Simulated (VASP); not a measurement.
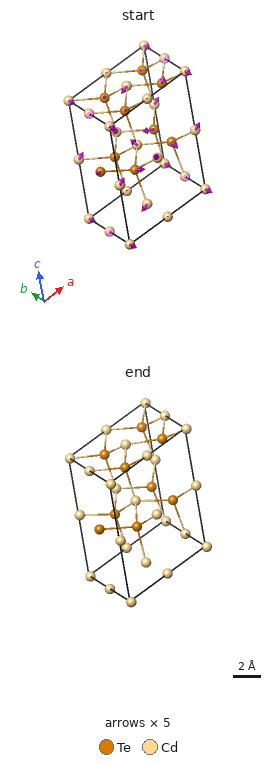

The structure of a defect cell of composition Cd$_{7}$Te$_{9}$ before (top) and after (bottom) a relaxation, at one scale. The purple arrows give the displacements, magnified 5 times.

The picture is a ball-and-stick view of the cell of the calculation, reduced to other axes, seen slightly off an axis. Lengths and directions refer to the drawn axes.

The run lets the atoms move in a fixed cell.

Level of theory: VASP, Kohn-Sham DFT of a periodic cell, PBE, VASP PAW PBE potentials, recommended.

Input file:
```
SYSTEM = Cd7Te9
  PREC = Normal
  ENCUT = 450
  EDIFF = 1E-6
  ISMEAR = 0
  SIGMA = 0.01
  LREAL = Auto
  LASPH = .TRUE.
  NELM = 80
  ALGO = Normal
  ISIF = 2
  LWAVE = .FALSE.
  LCHARG = .FALSE.
  GGA = PE
  IBRION = 2
  NSW = 70
  EDIFFG = -0.025
  ICORELEVEL = 1
  NELECT = 136.0
  ISYM = 0
```

Command:
```bash
cat potpaw_PBE.64/Te/POTCAR potpaw_PBE.64/Cd/POTCAR > POTCAR
mpirun -np 4 vasp_std > vasp.out
```

Question: Summarise the run.

Answer: The relaxation stopped without meeting its thresholds, so the last structure isn't shown to be converged. The largest move is that of a Te atom, 0.21 Å along [−2 3 0]. Largest moves by element: Te 0.21 Å, Cd 0.15 Å. The cell stays as it was. Near-neighbour distances that change, for instance: Te–Te 2.795 → 2.998 Å, Cd–Te 2.768 → 2.911 Å, Te–Te 2.844 → 2.980 Å, Te–Te 2.876 → 3.000 Å. Among the angles between lasting bonds that change: Te–Cd–Te 110.7° → 100.0°, Te–Cd–Te 109.8° → 99.8°, Te–Cd–Te 110.9° → 100.9°. Over 69 geometry steps the energy falls by 0.623 eV per cell of the calculation. The largest force component goes from 0.94 to 0.12 eV/Å.
